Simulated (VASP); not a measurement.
## Run report: BN, geometry relaxation (part 1 of 2)

The run: geometry relaxation of BN (P6₃mc, 4 atoms in the cell). Method and program: Kohn-Sham DFT of a periodic cell, LDA, VASP PAW LDA potentials, recommended, no spin polarisation (VASP 6.6.1).

The structure derives from a Materials Project entry.

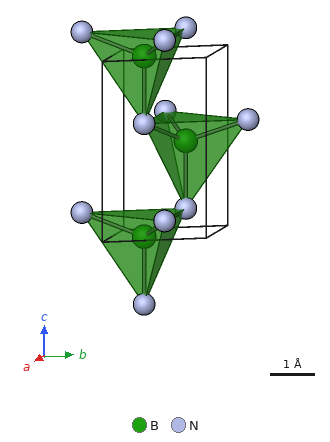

Fig. 1: The structure as given in the input (polyhedral view of the cell of the calculation, seen slightly off an axis; polyhedra are completed across the faces of the cell).

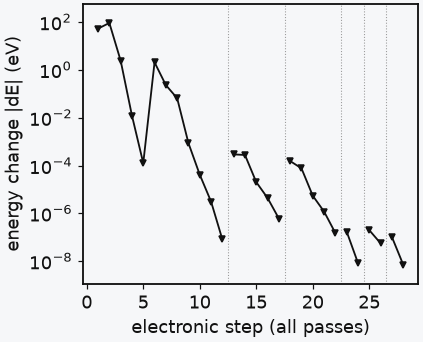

Fig. 2: Convergence of the self-consistent field: energy change |dE| against the electronic step. Each stretch between dotted lines is the SCF of one geometry step of a relaxation. The 6 ionic steps take 2 to 12 electronic steps each. The density is held fixed in the first few steps, and dE rises again when its update begins.

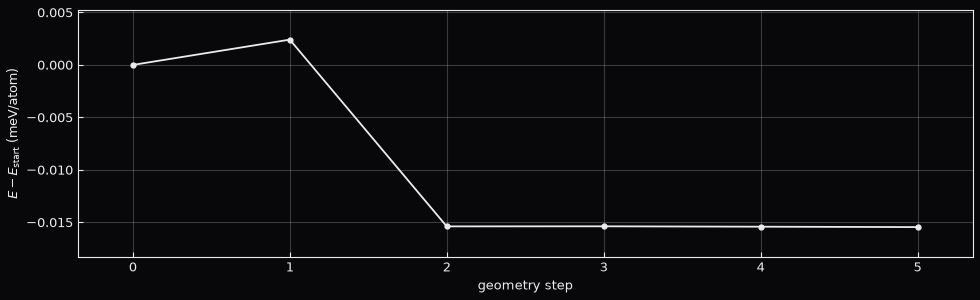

Fig. 3: Progress of the relaxation, step by step (steps are counted from 0). The atoms keep their places relative to the cell (all moves are under 0.005 Å). Over 5 geometry steps the energy falls by next to nothing (0.0 meV per atom). Largest force component: 0.0012 eV/Å at the start, 0.00041 eV/Å at the end.

These pictures come from the run below.

INCAR
```
SYSTEM = BN
PREC = Accurate ; ENCUT = 600
EDIFF = 1E-6 ; ISMEAR = 0
SIGMA = 0.02 ; LREAL = .FALSE.
LASPH = .TRUE. ; NELM = 100
ALGO = Normal ; ISIF = 3
LWAVE = .FALSE. ; LCHARG = .FALSE.
IBRION = 2 ; NSW = 100
EDIFFG = -0.002
```

KPOINTS
```
Automatic mesh
0
G
  12 12 6
  0 0 0
```

POSCAR
```
BN
1.0
    2.5232970818      0.0000000000      0.0000000000
   -1.2616485409      2.1852393741      0.0000000000
    0.0000000000      0.0000000000      4.1764264572
B N
2 2
Direct
    0.6666666667      0.3333333333      0.9996937030
    0.3333333333      0.6666666667      0.4996937030
    0.6666666667      0.3333333333      0.6253062970
    0.3333333333      0.6666666667      0.1253062970
```

Launch command:
```bash
cat potpaw_LDA.64/B/POTCAR potpaw_LDA.64/N/POTCAR > POTCAR
mpirun -np 1 vasp_std > vasp.out
```

OSZICAR
```
N       E                     dE             d eps       ncg     rms          rms(c)
DAV:   1     0.532636168464E+02    0.53264E+02   -0.96171E+03  1832   0.146E+03
DAV:   2    -0.386766523376E+02   -0.91940E+02   -0.85543E+02  2528   0.278E+02
DAV:   3    -0.411196273524E+02   -0.24430E+01   -0.24335E+01  2424   0.451E+01
DAV:   4    -0.411318891120E+02   -0.12262E-01   -0.12255E-01  2276   0.344E+00
DAV:   5    -0.411320153547E+02   -0.12624E-03   -0.12623E-03  2336   0.323E-01    0.939E+00
DAV:   6    -0.390588471288E+02    0.20732E+01   -0.53110E+00  2164   0.189E+01    0.439E+00
DAV:   7    -0.388269071447E+02    0.23194E+00   -0.24390E-01  2176   0.452E+00    0.255E+00
DAV:   8    -0.387614694175E+02    0.65438E-01   -0.99215E-02  2080   0.272E+00    0.220E-01
DAV:   9    -0.387606058273E+02    0.86359E-03   -0.23324E-03  2376   0.471E-01    0.125E-01
DAV:  10    -0.387605643449E+02    0.41482E-04   -0.15055E-04  2184   0.126E-01    0.202E-02
DAV:  11    -0.387605612326E+02    0.31123E-05   -0.25679E-05  2328   0.416E-02    0.107E-02
DAV:  12    -0.387605611512E+02    0.81390E-07   -0.19200E-06  1516   0.138E-02
   1 F= -.38760561E+02 E0= -.38760561E+02  d E =-.387606E+02
       N       E                     dE             d eps       ncg     rms          rms(c)
DAV:   1    -0.387608536958E+02   -0.29246E-03   -0.89205E-03  2160   0.106E+00    0.120E-01
DAV:   2    -0.387605767868E+02    0.27691E-03   -0.72906E-04  2220   0.263E-01    0.377E-02
DAV:   3    -0.387605565211E+02    0.20266E-04   -0.60800E-05  2268   0.694E-02    0.126E-02
DAV:   4    -0.387605521240E+02    0.43971E-05   -0.45354E-06  2184   0.199E-02    0.557E-03
DAV:   5    -0.387605515157E+02    0.60831E-06   -0.93135E-07  1140   0.899E-03
   2 F= -.38760552E+02 E0= -.38760552E+02  d E =0.963551E-05
       N       E                     dE             d eps       ncg     rms          rms(c)
DAV:   1    -0.387607059796E+02   -0.15386E-03   -0.24294E-03  2168   0.552E-01    0.632E-02
DAV:   2    -0.387606294812E+02    0.76498E-04   -0.20199E-04  2212   0.138E-01    0.199E-02
DAV:   3    -0.387606240211E+02    0.54601E-05   -0.16636E-05  2280   0.364E-02    0.651E-03
DAV:   4    -0.387606228308E+02    0.11903E-05   -0.10973E-06  1220   0.103E-02    0.268E-03
DAV:   5    -0.387606226800E+02    0.15074E-06   -0.17811E-07  1036   0.441E-03
   3 F= -.38760623E+02 E0= -.38760623E+02  d E =-.615289E-04
       N       E                     dE             d eps       ncg     rms          rms(c)
DAV:   1    -0.387606226578E+02    0.17294E-06   -0.64166E-07  1008   0.947E-03    0.906E-04
DAV:   2    -0.387606226494E+02    0.84572E-08   -0.30992E-08   960   0.234E-03
   4 F= -.38760623E+02 E0= -.38760623E+02  d E =-.614982E-04
       N       E                     dE             d eps       ncg     rms          rms(c)
DAV:   1    -0.387606228563E+02   -0.19843E-06   -0.73273E-05  2004   0.838E-02    0.245E-03
DAV:   2    -0.387606228001E+02    0.56195E-07   -0.60423E-07  1536   0.778E-03
   5 F= -.38760623E+02 E0= -.38760623E+02  d E =-.150692E-06
       N       E                     dE             d eps       ncg     rms          rms(c)
DAV:   1    -0.387606229600E+02   -0.10374E-06   -0.12488E-05  1920   0.347E-02    0.963E-04
DAV:   2    -0.387606229528E+02    0.72275E-08   -0.11389E-07   952   0.331E-03
   6 F= -.38760623E+02 E0= -.38760623E+02  d E =-.303395E-06
```

Parts of OUTCAR
```
SYSTEM = BN
   PREC = Accurate
   ENCUT = 600
   EDIFF = 1E-6
   ISMEAR = 0
   LREAL = .FALSE.
   LASPH = .TRUE.
   NELM = 100
   ISIF = 3
   IBRION = 2
   NSW = 100
   EDIFFG = -0.002

 ion  position               nearest neighbor table
   1  0.667  0.333  1.000-   4 1.55   4 1.55   4 1.55   3 1.56
   2  0.333  0.667  0.500-   3 1.55   3 1.55   3 1.55   4 1.56
   3  0.667  0.333  0.625-   2 1.55   2 1.55   2 1.55   1 1.56
   4  0.333  0.667  0.125-   1 1.55   1 1.55   1 1.55   2 1.56

  LATTYP: Found a hexagonal cell.
 ALAT       =     2.5232970818
 C/A-ratio  =     1.6551465491

  Lattice vectors:

 A1 = (   2.5232970818,   0.0000000000,   0.0000000000)
 A2 = (  -1.2616485409,   2.1852393741,   0.0000000000)
 A3 = (   0.0000000000,   0.0000000000,   4.1764264572)

Analysis of symmetry for initial positions (statically):
=====================================================================
 Subroutine PRICEL returns:
 Original cell was already a primitive cell.

 Routine SETGRP: Setting up the symmetry group for a
 hexagonal supercell.

 Subroutine GETGRP returns: Found 12 space group operations
 (whereof  6 operations were pure point group operations)
 out of a pool of 24 trial point group operations.

The static configuration has the point symmetry C_3v.
 The point group associated with its full space group is C_6v.

Analysis of symmetry for dynamics (positions and initial velocities):
=====================================================================
 Subroutine PRICEL returns:
 Original cell was already a primitive cell.

 Routine SETGRP: Setting up the symmetry group for a
 hexagonal supercell.

 Subroutine GETGRP returns: Found 12 space group operations
 (whereof  6 operations were pure point group operations)
 out of a pool of 24 trial point group operations.

The dynamic configuration has the point symmetry C_3v.
 The point group associated with its full space group is C_6v.

 Subroutine INISYM returns: Found 12 space group operations
 (whereof  6 operations are pure point group operations),
 and found     1 'primitive' translations

----------------------------------------------------------------------------------------

                                     Primitive cell

  volume of cell :      23.0288

  direct lattice vectors                    reciprocal lattice vectors
     2.523297082  0.000000000  0.000000000     0.396306882  0.228807885  0.000000000
    -1.261648541  2.185239374  0.000000000     0.000000000  0.457615771  0.000000000
     0.000000000  0.000000000  4.176426457     0.000000000  0.000000000  0.239439150

  length of vectors
     2.523297082  2.523297082  4.176426457     0.457615771  0.457615771  0.239439150

  position of ions in fractional coordinates (direct lattice)
     0.666666667  0.333333333  0.999693703
     0.333333333  0.666666667  0.499693703
     0.666666667  0.333333333  0.625306297
     0.333333333  0.666666667  0.125306297

  ion indices of the primitive-cell ions
   primitive index   ion index
                 1           1
                 2           2
                 3           3
                 4           4

----------------------------------------------------------------------------------------

 KPOINTS: Automatic mesh

Automatic generation of k-mesh.
 Grid dimensions read from file:
 generate k-points for:   12   12    6

 Generating k-lattice:

  Cartesian coordinates                     Fractional coordinates (reciprocal lattice)
     0.033025574  0.019067324  0.000000000     0.083333333 -0.000000000  0.000000000
     0.000000000  0.038134648  0.000000000     0.000000000  0.083333333  0.000000000
     0.000000000  0.000000000  0.039906525     0.000000000  0.000000000  0.166666667

  Length of vectors
     0.038134648  0.038134648  0.039906525

  Shift w.r.t. Gamma in fractional coordinates (k-lattice)
     0.000000000  0.000000000  0.000000000

 Subroutine IBZKPT returns following result:
 ===========================================

 Found     76 irreducible k-points:

 Following reciprocal coordinates:
            Coordinates               Weight
  0.000000  0.000000  0.000000      1.000000
  0.083333  0.000000  0.000000      6.000000
  0.166667  0.000000  0.000000      6.000000
  0.250000 -0.000000  0.000000      6.000000
  0.333333 -0.000000  0.000000      6.000000
  0.416667 -0.000000  0.000000      6.000000
  0.500000 -0.000000  0.000000      3.000000
  0.083333  0.083333  0.000000      6.000000
  0.166667  0.083333  0.000000     12.000000
  0.250000  0.083333  0.000000     12.000000
  0.333333  0.083333  0.000000     12.000000
  0.416667  0.083333  0.000000     12.000000
  0.166667  0.166667  0.000000      6.000000
  0.250000  0.166667  0.000000     12.000000
  0.333333  0.166667  0.000000     12.000000
  0.416667  0.166667  0.000000      6.000000
  0.250000  0.250000  0.000000      6.000000
  0.333333  0.250000  0.000000     12.000000
  0.333333  0.333333  0.000000      2.000000
  0.000000  0.000000  0.166667      2.000000
  0.083333  0.000000  0.166667     12.000000
  0.166667  0.000000  0.166667     12.000000
  0.250000 -0.000000  0.166667     12.000000
  0.333333 -0.000000  0.166667     12.000000
 [... further k-points ...]
   k-points           NKPTS =     76   k-points in BZ     NKDIM =     76   number of bands    NBANDS=     12
   number of dos      NEDOS =    301   number of ions     NIONS =      4
   total plane-waves  NPLWV =  14400
   dimension x,y,z NGX =    20 NGY =   20 NGZ =   36
   dimension x,y,z NGXF=    40 NGYF=   40 NGZF=   72
   ions per type =               2   2
   NGX,Y,Z   is equivalent  to a cutoff of  13.18, 13.18, 14.33 a.u.
   NGXF,Y,Z  is equivalent  to a cutoff of  26.35, 26.35, 28.66 a.u.
 SYSTEM =  BN
   PREC   = accura    normal or accurate (medium, high low for compatibility)
   ISTART =      0    job   : 0-new  1-cont  2-samecut
   ICHARG =      2    charge: 1-file 2-atom 10-const
   ISPIN  =      1    spin polarized calculation?
   LNONCOLLINEAR =      F non collinear calculations
   LSORBIT =      F    spin-orbit coupling
   LASPH  =      T    aspherical Exc in radial PAW
   ENCUT  =  600.0 eV  44.10 Ry    6.64 a.u.   5.04  5.04  8.34*2*pi/ulx,y,z
   NELM   =    100;   NELMIN=  2; NELMDL= -5     # of ELM steps
   EDIFF  = 0.1E-05   stopping-criterion for ELM
   LREAL  =      F    real-space projection
   EDIFFG = -.2E-02   stopping-criterion for IOM
   NSW    =    100    number of steps for IOM
   IBRION =      2    ionic relax: 0-MD 1-quasi-New 2-CG
   NFREE  =      1    steps in history (QN), initial steepest desc. (CG)
   ISIF   =      3    stress and relaxation
   ISYM   =      2    0-nonsym 1-usesym 2-fastsym
   POTIM  = 0.5000    time-step for ionic-motion
   TEBEG  =    0.0;   TEEND  =   0.0 temperature during run
   PSTRESS=    0.0 pullay stress
   NELECT =      16.0000    total number of electrons
   NUPDOWN=      -1.0000    fix difference up-down
   EMIN   =  10.00;   EMAX   =-10.00  energy-range for DOS
   EFERMI =   0.00;   METHOD = LEGACY
   ISMEAR =     0;   SIGMA  =   0.02  broadening in eV -4-tet -1-fermi 0-gaus
   EFERMI_NEDOS =   21; number of points for ismear=-14 and -15
   IALGO  =     38    algorithm
   IMIX   =      4    mixing-type and parameters
     AMIX     =   0.40;   BMIX     =  1.00
     AMIX_MAG =   1.60;   BMIX_MAG =  1.00
  volume/ion in A,a.u.               =       5.76        38.85
  Fermi-wavevector in a.u.,A,eV,Ry     =   1.449965  2.740036 28.604854  2.102397
  Thomas-Fermi vector in A             =   2.567631
   LORBIT       =      0    0 simple, 1 ext, 2 COOP (PROOUT), +10 PAW based schemes
   GGA     = CA    functional components
   LHFCALC =     F    Hartree Fock is set to
   AEXX    =    0.0000 exact exchange contribution
   IVDW    =     0    specifies the selected vdW correction
   LEPSILON=     F    determine dielectric tensor
   LRPA    =     F    only Hartree local field effects (RPA)
 conjugate gradient relaxation of ions
 non-spin polarized calculation
 Gauss-broadening in eV      SIGMA  =   0.02
  energy-cutoff  :      600.00
  volume of cell :       23.03
 maximum number of plane-waves:       780
   NGX = 11   NGY = 11   NGZ = 17

--------------------------------------- Ionic step        1  -------------------------------------------

 number of electron      16.0000002 magnetization

 Free energy of the ion-electron system (eV)
  ---------------------------------------------------
  ext. energy  EPLUGINS =         0.00000000
  ---------------------------------------------------
  free energy    TOTEN  =       -38.76056115 eV

  energy without entropy =      -38.76056115  energy(sigma->0) =      -38.76056115

------------------------ aborting loop because EDIFF is reached ----------------------------------------

  FORCE on cell =-STRESS in cart. coord.  units (eV):
  Direction    XX          YY          ZZ          XY          YZ          ZX
  --------------------------------------------------------------------------------------
  -------------------------------------------------------------------------------------
  Total        0.0959059      0.0959059      0.0530017      0.0000000      0.0000000      0.0000000
  in kB        6.6724251      6.6724251      3.6874640      0.0000000      0.0000000      0.0000000
  external PRESSURE =       5.6774380 kB  Pullay stress =       0.0000000 kB

 VOLUME and BASIS-vectors are now :
 -----------------------------------------------------------------------------
  energy-cutoff  :      600.00
  volume of cell :       23.03
      direct lattice vectors                 reciprocal lattice vectors
     2.523297082  0.000000000  0.000000000     0.396306882  0.228807885  0.000000000
    -1.261648541  2.185239374  0.000000000     0.000000000  0.457615771  0.000000000
     0.000000000  0.000000000  4.176426457     0.000000000  0.000000000  0.239439150

 POSITION                                       TOTAL-FORCE (eV/Angst)
 -----------------------------------------------------------------------------------
      1.26165      0.72841      4.17515        -0.000000      0.000000     -0.001170
     -0.00000      1.45683      2.08693        -0.000000     -0.000000     -0.001170
      1.26165      0.72841      2.61155        -0.000000      0.000000      0.001170
     -0.00000      1.45683      0.52333         0.000000     -0.000000      0.001170
 -----------------------------------------------------------------------------------
    total drift:                               -0.000000     -0.000000      0.000990

  FREE ENERGIE OF THE ION-ELECTRON SYSTEM (eV)
  ---------------------------------------------------
  free  energy   TOTEN  =       -38.7605611512 eV

  energy  without entropy=      -38.7605611512  energy(sigma->0) =      -38.76056115

--------------------------------------- Ionic step        2  -------------------------------------------

 number of electron      16.0000002 magnetization

------------------------ aborting loop because EDIFF is reached ----------------------------------------
```
